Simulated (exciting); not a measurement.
Consider SiO2, space group P3_221.

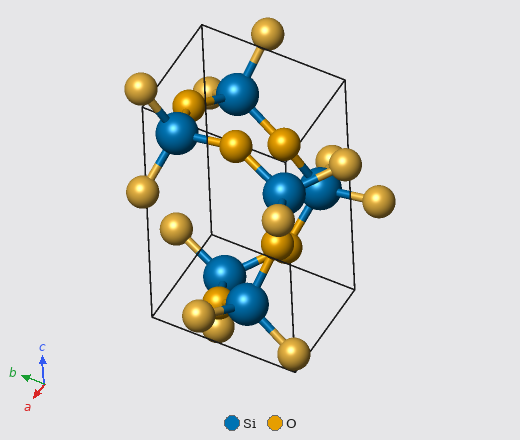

The structure (silicon blue, oxygen orange). Some periodic images of atoms are drawn too.

```cif
data_structure
_symmetry_space_group_name_H-M 'P 1'
_symmetry_Int_Tables_number 1
_cell_length_a 4.9164
_cell_length_b 4.9164
_cell_length_c 5.4084
_cell_angle_alpha 90.000
_cell_angle_beta 90.000
_cell_angle_gamma 120.000
_cell_volume 113.21
loop_
_atom_site_label
_atom_site_type_symbol
_atom_site_fract_x
_atom_site_fract_y
_atom_site_fract_z
_atom_site_occupancy
Si1 Si 0.53027 0.53027 0.00000 1
Si2 Si 0.00000 0.46973 0.33333 1
Si3 Si 0.46973 0.00000 0.66667 1
O4 O 0.58646 0.85404 0.88109 1
O5 O 0.14596 0.73242 0.54775 1
O6 O 0.26758 0.41354 0.21442 1
O7 O 0.85404 0.58646 0.11891 1
O8 O 0.73242 0.14596 0.45225 1
O9 O 0.41354 0.26758 0.78558 1
```

Absorber: atom 1, with 4 O at 1.61 Å (tetrahedral, site symmetry 2). Method: exciting, all-electron LAPW+lo, PBEsol, exchange and screened direct term (singlet BSE), 3×3×2 shifted k points, 38 conduction bands, |G+q| up to 3 bohr⁻¹ (2.5 in the exchange term), full RPA screening with nempty = 70, Lorentzian half width 0.45 eV.

**Question.** What does the Si L₂,₃ spectrum look like, and is there a bound core exciton?

Bound core exciton? Yes on this mesh: the first bright state (over 5 % of the brightest) lies at -1.94 eV from the Kohn–Sham onset and at -2.69 eV from the lowest bare transition of its own mesh. Maxima (height): -1.9 eV (0.97), -0.5 eV (1.00), 6.1 eV (0.85), 13.6 eV (0.36) and 15.6 eV (0.36).

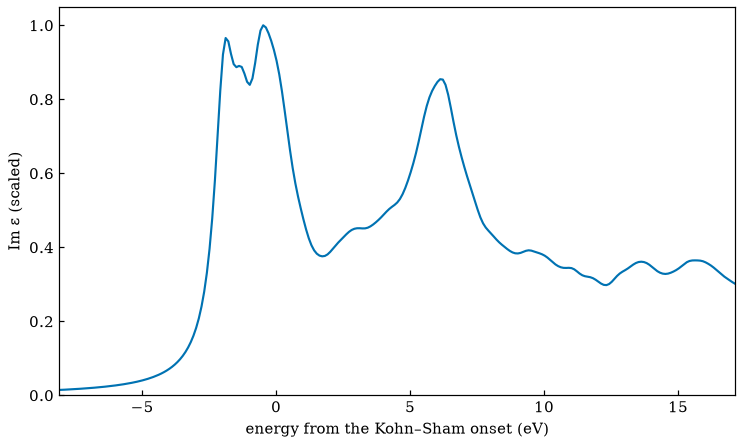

Energy from the Kohn–Sham onset, core level to the lowest empty state found on the meshes used; Im ε in relative units.

Binding energies aren't converged on 18 k points, and fine structure above the first lines is partly noise of the mesh. The kernel cutoff is low for a compact core orbital, so the effect of exchange is a lower bound. The zero comes from the unshifted 3×3×3 ground-state mesh; it is exact only where the band minimum lies on that mesh. The conduction states carry no spin here, so the exchange coupling to the spinor core hole is only partly held. The structure is a published determination, not relaxed.

[Banner, clock and machine lines of the logs are left out without a mark of their own.]

[Logs are printed without paths, hosts, clocks, repeated set-up lines and the standing remarks that a program may print on its own settings, such as how far it seeks lower states.]

[Hosts, paths, dates, database ids (printed as entryN), source tags and the programs' standing remarks are cut or masked in the printed files.]
